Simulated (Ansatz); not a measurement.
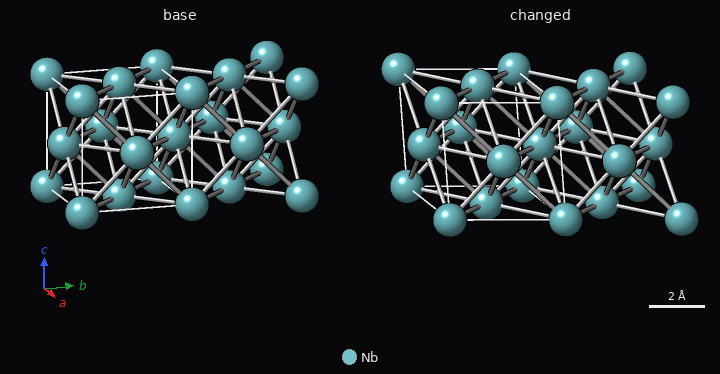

Left: a symmetric starting cell of Nb. Right: the same structure after one change, at the same scale. The picture is a ball-and-stick view of the conventional cell (4 times the calculation's cell), repeated 1 × 2 × 1 with one cell outlined, seen slightly off an axis. Lengths and directions refer to the drawn axes.

Theory: Ansatz 0.2.0, DFT PBEsol, scalar-relativistic, plane waves, PAW. (plane-wave cutoff 420 eV; k-point mesh 15 × 15 × 16; occupations gaussian; smearing width 0.1 eV; no spin polarisation)

Question: What distinguishes the right structure from the left one?

Answer: The cell is strained by +15.5 % along [1 1 −1] and −2.5 % across it (volume +9.7 %), the atoms keeping their fractional coordinates. No relaxation follows. The starting cell wasn't computed here and needn't be at equilibrium, so pressure and forces aren't due to the change alone.

Question: And its effect?

Answer: Among the bonded contacts that change: Nb–Nb 2.991 → 2.916 to 3.284 Å. The space group (tolerance 0.01 Å) goes from Fm-3m (No. 225) to R-3m (No. 166). The pressure is −17.9 GPa (not all of it need come from the change, since the unchanged cell can be under pressure at this level too). The principal stresses (compression positive) are −16.4 GPa along [1 1 2], −16.7 GPa along [1 −1 0], −20.4 GPa along [1 1 −1]. All forces vanish by symmetry.
